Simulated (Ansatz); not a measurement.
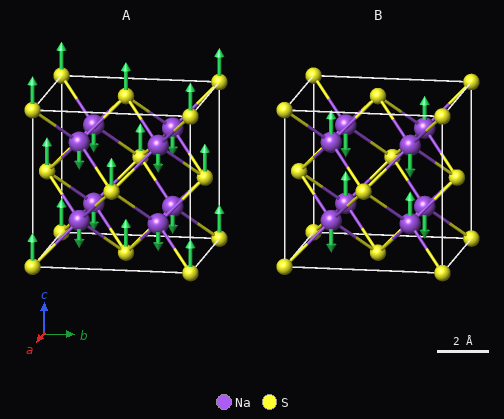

Modes of solid Na2S relaxed at 2 GPa, space group Fm-3m (No. 225), at the zone centre (one member of each degenerate set). Displacements are drawn as green arrows; their common scale and sign are arbitrary. Style: ball-and-stick. Shown: the conventional cell (4 times the calculation's cell), slightly off an axis. Lengths and directions refer to the drawn axes.

Method: DFT PBEsol, scalar-relativistic, plane waves, PAW in Ansatz.

Frequencies are those without the non-analytic (LO–TO) term.

### Give the symmetry species and the selection rules of each.

A is T₁u, infrared-active by symmetry (230 cm⁻¹). B is T₂g, Raman-active by symmetry (204 cm⁻¹). The crystal has a centre of inversion, so no mode is both.
